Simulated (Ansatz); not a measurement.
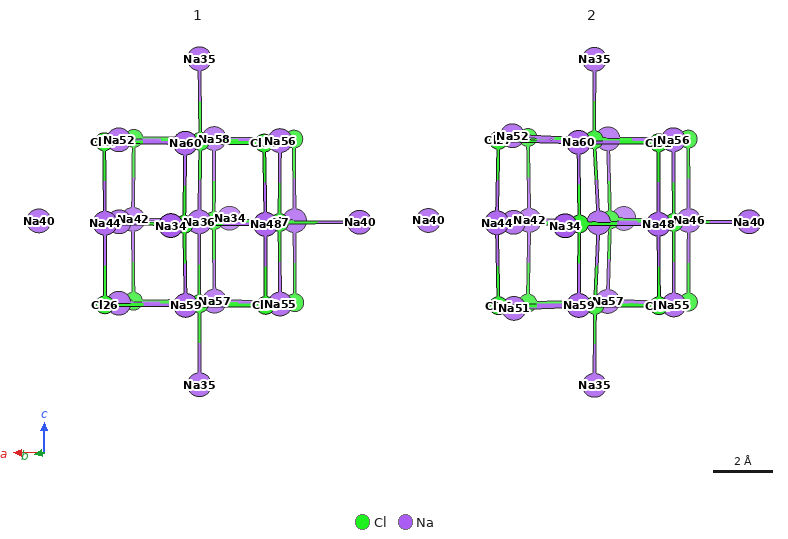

Two geometries of a defect cell of composition Cl₃₁Na₃₃ (cell charge −1), drawn at one scale. One is the start of a relaxation, the other its converged end. Style: ball-and-stick. Shown: the atoms within 5.8 Å of the atom that moves most (axes of the cell of the calculation (origin shifted)), from a free direction.

Computed with DFT, PBEsol, PAW, plane waves in Ansatz. Set-up: plane-wave cutoff 420 eV; k-point mesh 1 × 1 × 1; mesh shifted by (0.25, 0.25, 0.25); collinear spin; atoms relaxed in a fixed cell; force threshold 0.03 eV/Å; at most 80 steps.

Question: Which one is relaxed?

Answer: Structure 2 is the relaxed one. The largest move is that of a Na atom, 0.19 Å roughly along −a. By element the largest moves are Na 0.19 Å, Cl 0.10 Å. The cell doesn't change. Among the contacts that change: Cl–Na 2.809 → 2.631 Å, Na–Na 2.787 → 2.961 Å, Na–Na 2.810 → 2.975 Å, Cl–Na 2.763 → 2.859 Å. Bond angles that change, for instance: Na–Cl–Na 89.9° → 95.5°, Na–Cl–Na 90.7° → 96.2°, Na–Cl–Na 89.7° → 94.8°. After 2 geometry steps the energy has fallen by 0.373 eV per cell of the calculation. Largest force component: 0.55 eV/Å at the start, 0.027 eV/Å at the end. The run took 6 s on 1 × NVIDIA GB300 Max-Q with 8 threads of Arm Neoverse-V2, peak memory 2 GiB.

Limits of the set-up: the cell is charged, on a uniform background, and energies carry no finite-size correction.
